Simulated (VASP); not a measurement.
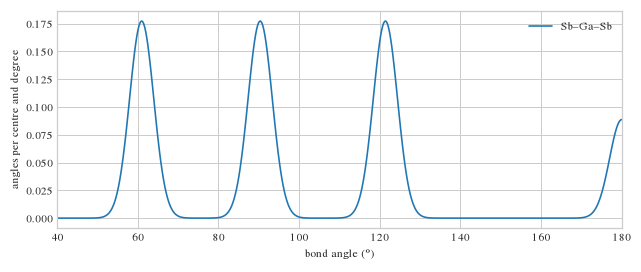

Bond-angle distributions computed from the structure of Ga₃Sb; each angle is a Gaussian of σ = 3.0°. Bonds counted: Ga–Sb up to 3.18 Å. It is based on a model structure set up as the input of an electronic-structure calculation (not necessarily at equilibrium). The cell comes from a structure generator, not from experiment.

Question: Give the groups of angles for each curve.

Answer: Sb–Ga–Sb: 61° (1.33 per centre); 90° (1.33 per centre); 121° (1.33 per centre); 180° (0.33 per centre)

The structure has space group Pmmm (No. 47); other forms of this composition would give other results.
